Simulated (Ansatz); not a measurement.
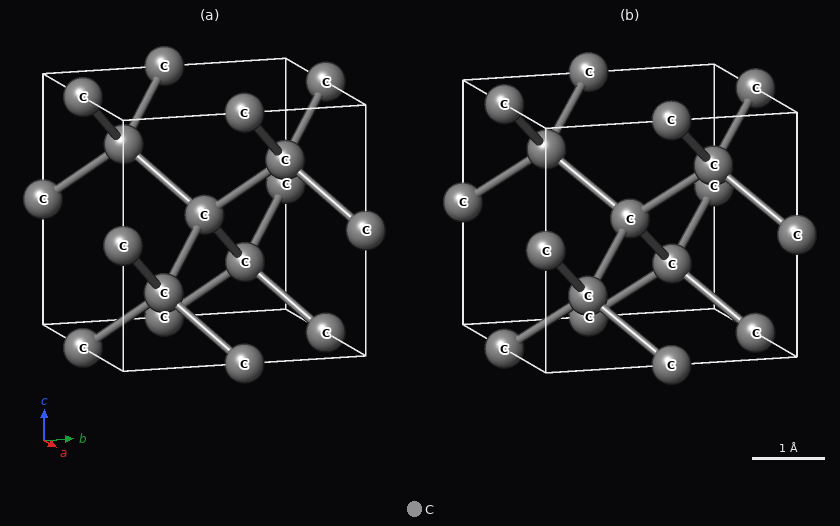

Left: a crystal of C (set up in Fd-3m) in its unrelaxed database cell. Right: the same structure after one change, at the same scale. A ball-and-stick model of the conventional cell (4 times the calculation's cell), seen slightly off an axis. Lengths and directions refer to the drawn axes.

Theory: DFT PBE, scalar-relativistic, plane waves, PAW in Ansatz. Settings: plane-wave cutoff 420 eV; k-point mesh 12 × 12 × 12; occupations gaussian; smearing width 0.02 eV; no spin polarisation.

What distinguishes the right structure from the left one?

The cell is strained by −2.5 % along c and +3.5 % across it (volume +4.3 %), the atoms keeping their fractional coordinates. No relaxation follows.

And its effect?

Energy change: +48.4 meV per atom. Pressure: 1.8 GPa before, −15.4 GPa after. The principal stresses (compression positive) are 17.8 GPa along c and −32.0 GPa across it. All forces vanish by symmetry. The gap on the k-mesh: 4.16 eV before, 2.63 eV after. Some distances before and after: C–C 1.544 → 1.568 Å. The space group (tolerance 0.01 Å) goes from Fd-3m (No. 227) to I4_1/amd (No. 141).
